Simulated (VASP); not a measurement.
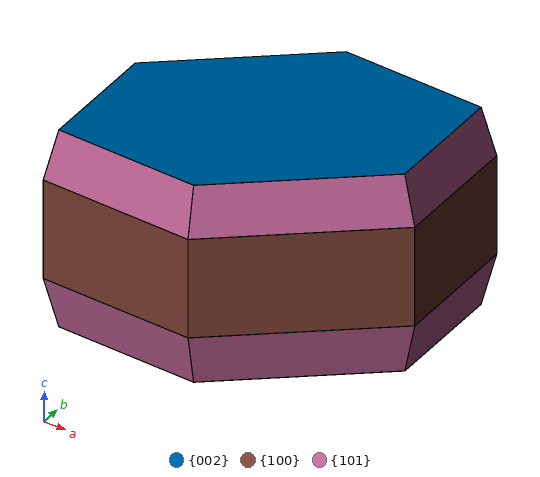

C, space group P6_3/mmc (No. 194), a = 2.518 Å, b = 2.518 Å, c = 8.304 Å, α = 90.00°, β = 90.00°, γ = 120.00°. BFDH (Bravais–Friedel–Donnay–Harker) growth shape, computed from the cell and space group alone: each face lies at a distance from the centre proportional to 1/d(hkl), with d taken for the first order that the space group does not extinguish. It ignores bonding, solvent and kinetics. Origin: the geometry relaxed with VASP 6.6.1, VASP Kohn-Sham DFT of a periodic cell, PBE, VASP PAW PBE potentials, materialsproject. Forms under 0.4 % of the area are left out.

> Which form makes up most of the surface, and how much?

{002}, with 2 faces and about 45 % of the area; its spacing is d = 4.152 Å.

> How many faces does the whole crystal have, by form?

20 faces: 2 of {002}, 6 of {100} and 12 of {101}.

> List the forms with their spacings and shares.

```
 form  faces  d (Å)  share of area (%)
{002}      2  4.152               45.2
{100}      6  2.181               27.4
{101}     12  2.109               27.4
```
